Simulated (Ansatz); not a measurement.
# What a change does: single-point calculation on WSi

System: WSi (F-43m, 2 atoms in the cell).
Method of run A: DFT r2SCAN, scalar-relativistic, plane waves, PAW, spin-polarised (Ansatz 0.2.0).

The structure was built on a prototype by a generator; it need not be a known phase. Text and figures count atoms from 1; the logs count them from 0 in places.

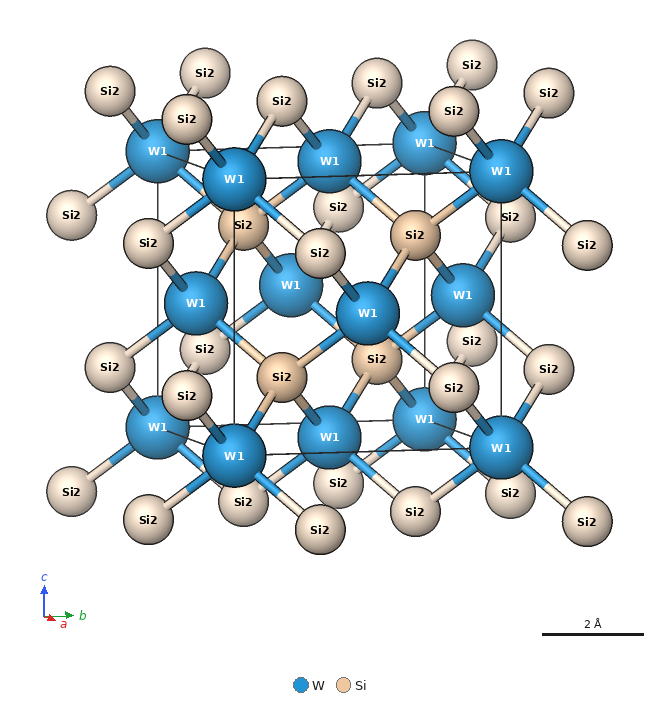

Fig. 1: The input geometry (ball-and-stick view of the cell 4 times as large as that of the calculation, set on its symmetry axes, seen slightly off an axis; neighbours outside the cell are drawn fainter; atoms are numbered from 1 in the order of the input). An atom can appear more than once, as a periodic image.

The input, run A:
```yaml
crystal:
  lattice:
    - [0.0, 2.7631810472, 2.7631810472]
    - [2.7631810472, 0.0, 2.7631810472]
    - [2.7631810472, 2.7631810472, 0.0]
  atoms:
    - { symbol: W, position: [0.0, 0.0, 0.0], spin: 2.5 }
    - { symbol: Si, position: [0.25, 0.25, 0.25] }
basis:
  ecutwfc: 500
kpoints:
  mp_grid: { grid: [14, 14, 14] }
hamiltonian:
  xc: r2scan
scf:
  occupations: { method: gaussian, width: 0.1 }
  lower_state_search: "off"
output:
  forces: true
  stress: true
  eigenvalues: true
  populations: true
magnetization:
  spin_polarized: true
```

Launched with:
```bash
ansatz run input.yaml --threads 1 --pin off --max-ram 2560MiB --backend cpu --events-out ev --progress --plain --runs-dir out
```

Hardware: 1 thread of Intel Xeon @ 2.50GHz (Skylake/Cascade Lake), 189 GiB of memory available, shared host.

Output, shortened to warnings, some set-up lines, iterations and results (run A):
```
WARN: the starting moments were not kept: the SCF closed with an absolute magnetisation of 3.9e-4 μB, where they sum to 2.5 μB in size (1 site). That is at most 0.1 of that sum. Measured as dr2_m measures the in/out step, that magnetisation stands 3.3e-8 eV from none, at or under the dr2_threshold of 1.0e-7 eV: it is no larger than a step whose dr2_m would equal this threshold. The system may …
Basis set: ecut = 500 eV, 1067 PW (Γ), exchange–correlation on 120×120×120 points (64 copies of the dense FFT grid, shifted against one another)
Symmetry: 24 space group operations
k-points: 104 of 2744 (time reversal used)
Initial density: superposition of atomic densities (chi_scale 0.1, normalization cell)
[...]
SCF iter   1: F=-11032.887443 eV  HF=-11032.692984 eV  |F-HF|=1.94e-1  |Δ(HF+E_count)|=         —  Δρ=6.07e-2 (↑6.07e-2 ↓5.26e-2)  dr2=1.02e0  dr2_τ=1.24e-1  dr2_m=1.03e0  …
SCF iter   2: F=-11033.098644 eV  HF=-11032.938018 eV  |F-HF|=1.61e-1  |Δ(HF+E_count)|=   2.45e-1  Δρ=4.30e-2 (↑4.30e-2 ↓4.00e-2)  dr2=5.33e-1  dr2_τ=1.72e-2  dr2_m=5.42e-1  …
SCF iter   3: F=-11033.205674 eV  HF=-11033.080867 eV  |F-HF|=1.25e-1  |Δ(HF+E_count)|=   1.43e-1  Δρ=3.00e-2 (↑2.44e-2 ↓3.00e-2)  dr2=8.58e-2  dr2_τ=9.19e-3  dr2_m=2.73e-1  …
SCF iter   4: F=-11033.238352 eV  HF=-11033.155435 eV  |F-HF|=8.29e-2  |Δ(HF+E_count)|=   7.46e-2  Δρ=2.12e-2 (↑2.12e-2 ↓2.02e-2)  dr2=4.79e-3  dr2_τ=5.69e-3  dr2_m=1.65e-1  …
SCF iter   5: F=-11033.244741 eV  HF=-11033.197832 eV  |F-HF|=4.69e-2  |Δ(HF+E_count)|=   4.24e-2  Δρ=1.53e-2 (↑1.53e-2 ↓1.53e-2)  dr2=2.06e-3  dr2_τ=2.19e-3  dr2_m=9.01e-2  …
[... 19 lines ...]
SCF iter  25: F=-11033.270990 eV  HF=-11033.270990 eV  |F-HF|=5.89e-8  |Δ(HF+E_count)|=   1.03e-5  Δρ=1.52e-5 (↑8.94e-6 ↓1.52e-5)  dr2=7.11e-8  dr2_τ=8.75e-9  dr2_m=5.06e-8  …
SCF iter  26: F=-11033.270991 eV  HF=-11033.270991 eV  |F-HF|=5.36e-8  |Δ(HF+E_count)|=   9.54e-7  Δρ=2.08e-6 (↑1.57e-6 ↓2.08e-6)  dr2=1.87e-9  dr2_τ=7.39e-11  dr2_m=6.94e-10 …
SCF iter  27: F=-11033.270991 eV  HF=-11033.270991 eV  |F-HF|=2.72e-8  |Δ(HF+E_count)|=   6.66e-9  Δρ=1.76e-6 (↑1.11e-6 ↓1.76e-6)  dr2=1.12e-9  dr2_τ=7.53e-11  dr2_m=5.93e-10 …
SCF iter  28: F=-11033.270991 eV  HF=-11033.270991 eV  |F-HF|=4.89e-9  |Δ(HF+E_count)|=   4.37e-8  Δρ=3.45e-7 (↑3.45e-7 ↓2.73e-7)  dr2=1.26e-10  dr2_τ=2.37e-12  …
SCF 1 converged in 28 iterations: F = -11033.270991 eV  dr2 = 1.26e-10
this state was not tested for a lower state beside it, because the mixer in use, unlike msr1, does not test its closes by its own steps (another_mixer; see scf.mixing.algorithm and scf.lower_state_search)
SCF converged after 28 iterations
Magnetization: 0.0003 μB (9.0002 up, 8.9998 down)
Absolute magnetization: 0.0004 μB (∫|ρ↑−ρ↓|, with the PAW one-centre terms)
Spin contamination: 0.0000 ħ² per cell (⟨S²⟩ above its minimum at these occupations)
Per-site moments (μB) at R_I (Å): [(0.00024162830471166277, 0.9871063051289913), (-1.3810943117513605e-5, 0.9871063051289913)]
Free energy (F): -11033.270991 eV
Harris-Foulkes:  -11033.270991 eV  (|F-HF|=4.89e-9)
Internal energy: -11033.261661 eV  (E = F + TS)
E sigma→0 (E₀):  -11033.266326 eV
Entropy (-TS):   -0.009330 eV (-4.665 meV/atom)
Fermi energy:    10.286666 eV
--- Per-component energies (eV) ---
  E_band       = -236.957417
  E_kinetic    = 489.605854
  E_local      = -1186.268679  (includes V_loc(G=0)·N_el)
  E_nonlocal   = 30.947295
  E_hartree    = 428.128489
  E_xc         = -298.156095
  E_vxc        = -306.158423  (∫ρ·V_xc dr)
  E_paw        = -9113.516154  (= ΣΔE_a)
  E_vpaw       = -136.634406  (= ΣTr[D̂ρ^β])
  E_aug_tail   = -0.000038  (compensation charges beyond the density's cutoff)
  E_vtau       = 15.293815  (kinetic-family band-sum trace: ∫τ·v_τ [+ j·A + Jᵃ·Aᵃ] dr)
  E_ewald      = -1383.337952
  E_core_change = -0.664382  (= ΣΔE_core)
  E_smearing   = -0.009330  (= −TS)
  E_closure    = 0.000000  (closes the sum)
  Σ components = -11033.270991   (vs F -11033.270991, Δ=0.00e0)
--- Forces (eV/Å), atoms counted from 1 ---
  atom   1  W      0.00000000    -0.00000000     0.00000000
  atom   2  Si     0.00000000     0.00000000    -0.00000000
  max |Σ_I F_I| component: 4.44e-16 eV/Å
--- Stress (GPa, compression-positive) ---
        1.883825      -0.000000      -0.000000
        0.000000       1.883825      -0.000000
       -0.000000      -0.000000       1.883825
  P = ⅓ Tr σ = 1.8838 GPa (18.838 kbar)
--- Löwdin populations: 2 sites ---
  site symbol       q [e]    m [muB]
     0      W     13.5782     0.0004
     1     Si      4.3033    -0.0001
  spilling = 0.006580 (of n_electrons = 18.000000)
```

For run B the input was changed thus:
```diff
-  ecutwfc: 500
+  ecutwfc: 420
-  xc: r2scan
+  xc: pbesol
```

What does this change do to the results?

The total energies belong to different methods, so their difference says nothing on which is more stable or more accurate. The pressure goes from 1.88 to −0.04 GPa. The functional changes from r2SCAN to PBEsol. The SCF takes 16 iterations against 28. The plane waves at Γ go from 1067 to 869. On the same kind of shared host run B took about 0.28 times as long.

Output, shortened to warnings, some set-up lines, iterations and results (run B):
```
WARN: the starting moments were not kept: the SCF closed with an absolute magnetisation of 3.3e-6 μB, where they sum to 2.5 μB in size (1 site). That is at most 0.1 of that sum. Measured as dr2_m measures the in/out step, that magnetisation stands 1.4e-12 eV from none, at or under the dr2_threshold of 1.0e-7 eV: it is no larger than a step whose dr2_m would equal this threshold. The system may …
Basis set: ecut = 420 eV, 869 PW (Γ), exchange–correlation on 54×54×54 points (8 copies of the dense FFT grid, shifted against one another)
Symmetry: 24 space group operations
k-points: 104 of 2744 (time reversal used)
Initial density: superposition of atomic densities (chi_scale 0.1, normalization cell)
[...]
SCF iter   1: F=—  HF=-10874.841297 eV  |F-HF|=—  |Δ(HF+E_count)|=         —  Δρ=6.94e-2 (↑6.94e-2 ↓5.53e-2)  dr2=1.26e0  dr2_m=1.27e0  M=1.073 μB ∫|m|=1.137 μB  β_m=0.30  …
SCF iter   2: F=—  HF=-10874.816877 eV  |F-HF|=—  |Δ(HF+E_count)|=   2.44e-2  Δρ=4.85e-2 (↑4.85e-2 ↓4.20e-2)  dr2=5.63e-1  dr2_m=6.70e-1  M=0.989 μB ∫|m|=1.053 μB  β_m=0.30  …
SCF iter   3: F=—  HF=-10874.778129 eV  |F-HF|=—  |Δ(HF+E_count)|=   3.87e-2  Δρ=3.33e-2 (↑2.74e-2 ↓3.33e-2)  dr2=7.40e-2  dr2_m=3.47e-1  M=0.922 μB ∫|m|=0.989 μB  β_m=0.30  …
SCF iter   4: F=—  HF=-10874.814822 eV  |F-HF|=—  |Δ(HF+E_count)|=   3.67e-2  Δρ=2.56e-2 (↑2.56e-2 ↓2.28e-2)  dr2=9.96e-3  dr2_m=2.25e-1  M=0.762 μB ∫|m|=0.833 μB  β_m=0.30  …
SCF iter   5: F=—  HF=-10874.849109 eV  |F-HF|=—  |Δ(HF+E_count)|=   3.43e-2  Δρ=1.90e-2 (↑1.90e-2 ↓1.85e-2)  dr2=1.35e-3  dr2_m=1.35e-1  M=0.673 μB ∫|m|=0.743 μB  β_m=0.30  …
[... 7 lines ...]
SCF iter  13: F=—  HF=-10874.944258 eV  |F-HF|=—  |Δ(HF+E_count)|=   1.08e-5  Δρ=2.77e-5 (↑2.27e-5 ↓2.77e-5)  dr2=9.13e-7  dr2_m=1.29e-7  M=0.000 μB ∫|m|=0.000 μB  β_m=0.90  …
SCF iter  14: F=-10874.944258 eV  HF=-10874.944258 eV  |F-HF|=8.00e-11  |Δ(HF+E_count)|=   3.39e-9  Δρ=6.91e-6 (↑6.91e-6 ↓4.90e-6)  dr2=2.72e-8  dr2_m=1.06e-8  M=-0.000 μB …
SCF iter  15: F=-10874.944258 eV  HF=-10874.944258 eV  |F-HF|=5.77e-10  |Δ(HF+E_count)|=   1.28e-8  Δρ=1.72e-6 (↑1.72e-6 ↓1.39e-6)  dr2=1.29e-9  dr2_m=7.26e-10  M=0.000 μB …
SCF iter  16: F=-10874.944258 eV  HF=-10874.944258 eV  |F-HF|=1.64e-11  |Δ(HF+E_count)|=   1.38e-9  Δρ=2.60e-7 (↑2.60e-7 ↓2.11e-7)  dr2=1.10e-10  dr2_m=8.09e-12  M=-0.000 μB …
SCF 1 converged in 16 iterations: F = -10874.944258 eV  dr2 = 1.10e-10
SCF converged after 16 iterations
Magnetization: -0.0000 μB (9.0000 up, 9.0000 down)
Absolute magnetization: 0.0000 μB (∫|ρ↑−ρ↓|, with the PAW one-centre terms)
Spin contamination: 0.0000 ħ² per cell (⟨S²⟩ above its minimum at these occupations)
Per-site moments (μB) at R_I (Å): [(-1.548990516035674e-6, 0.9871063051289913), (-2.4240251085421573e-7, 0.9871063051289913)]
Free energy (F): -10874.944258 eV
Harris-Foulkes:  -10874.944258 eV  (|F-HF|=1.64e-11)
Internal energy: -10874.935523 eV  (E = F + TS)
E sigma→0 (E₀):  -10874.939890 eV
Entropy (-TS):   -0.008734 eV (-4.367 meV/atom)
Fermi energy:    10.158288 eV
--- Per-component energies (eV) ---
  E_band       = -224.605831
  E_kinetic    = 488.410178
  E_local      = -1187.423780  (includes V_loc(G=0)·N_el)
  E_nonlocal   = 33.600093
  E_hartree    = 426.545576
  E_xc         = -317.224139
  E_vxc        = -281.917437  (∫ρ·V_xc dr)
  E_paw        = -8935.758804  (= ΣΔE_a)
  E_vpaw       = -130.365828  (= ΣTr[D̂ρ^β])
  E_aug_tail   = -0.000048  (compensation charges beyond the density's cutoff)
  E_ewald      = -1383.337952
  E_core_change = 0.253353  (= ΣΔE_core)
  E_smearing   = -0.008734  (= −TS)
  E_closure    = 0.000000  (closes the sum)
  Σ components = -10874.944258   (vs F -10874.944258, Δ=0.00e0)
--- Forces (eV/Å), atoms counted from 1 ---
  atom   1  W      0.00000000    -0.00000000     0.00000000
  atom   2  Si     0.00000000     0.00000000     0.00000000
  max |Σ_I F_I| component: 2.65e-16 eV/Å
--- Stress (GPa, compression-positive) ---
       -0.039122       0.000000      -0.000000
        0.000000      -0.039122      -0.000000
       -0.000000       0.000000      -0.039122
  P = ⅓ Tr σ = -0.0391 GPa (-0.391 kbar)
--- Löwdin populations: 2 sites ---
  site symbol       q [e]    m [muB]
     0      W     13.6249    -0.0000
     1     Si      4.2606    -0.0000
  spilling = 0.006359 (of n_electrons = 18.000000)
```

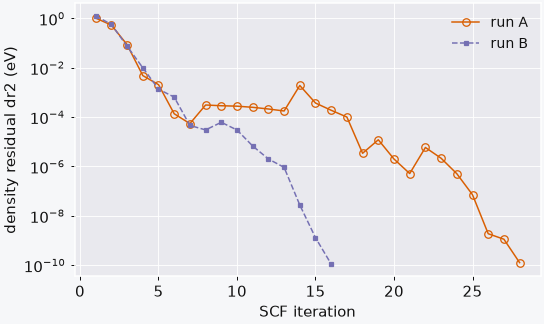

Fig. 2: Convergence of the two runs: density residual dr2 against the SCF iteration. Run A takes 28 iterations in all, and run B takes 16.

The two runs side by side:

| quantity | run A | run B |
| --- | --- | --- |
| outcome | converged | converged |
| free energy per atom (eV) | −5516.6355 | −5437.4721 |
| energy per atom, smearing taken to zero (eV) | −5516.6332 | −5437.4699 |
| gap on the mesh (eV) | 0.00 | 0.00 |
| net moment of the cell (μB) | 0.00 | 0.00 |
| absolute moment of the cell (μB) | 0.00 | 0.00 |
| pressure (GPa) | 1.88 | −0.04 |
| largest force (eV/Å) | 0.000 | 0.000 |
| SCF iterations | 28 | 16 |
| irreducible k-points | 104 | 104 |
| plane waves at Γ | 1067 | 869 |
| wall time (shared host) | 2.8 min | 46 s |

For both runs: Spin–orbit coupling is left out, which matters for W. For run A: The electronic state found may not be the lowest one. Warnings: some starting moments were not kept; the state was not tested for a lower one. For run B: Warnings: some starting moments were not kept.
